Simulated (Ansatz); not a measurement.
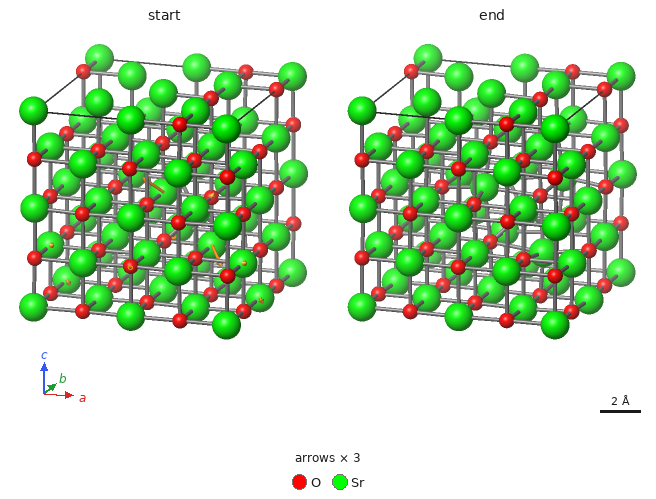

The structure of a defect cell of composition O$_{32}$Sr$_{33}$ before (left) and after (right) a relaxation, at one scale. The orange arrows give the displacements, 3 times their true length.

The picture is a ball-and-stick view of the cell of the calculation (origin shifted), seen slightly off an axis.

These are results of Ansatz 0.2.0, DFT, PBEsol, PAW, plane waves, not measurements. Set-up: plane-wave cutoff 420 eV; k-point mesh 1 × 1 × 1; mesh shifted by (0.25, 0.25, 0.25); collinear spin; atoms relaxed in a fixed cell; force threshold 0.03 eV/Å; at most 80 steps.

**Summarise the run.**

After 5 geometry steps the energy has fallen by 7.890 eV per cell of the calculation. Largest force component: 6.5 eV/Å at the start, 0.015 eV/Å at the end. The atom that moves furthest is a Sr atom (0.51 Å along [−1 −1 1]). By element the largest moves are Sr 0.51 Å, O 0.13 Å. The cell doesn't change. Some distances before and after: Sr–Sr 3.591 → 4.420 Å, Sr–Sr 2.193 → 2.703 Å, Sr–Sr 2.218 → 2.703 Å, O–Sr 2.509 → 2.902 Å. Among the angles between lasting bonds that change: O–Sr–O 179.1° → 164.7°, O–Sr–O 87.9° → 101.4°, O–Sr–O 177.9° → 164.7°. The run took 5.6 s on 1 × NVIDIA GB200 with 8 threads of Arm Neoverse-V2, peak memory 1.9 GiB.
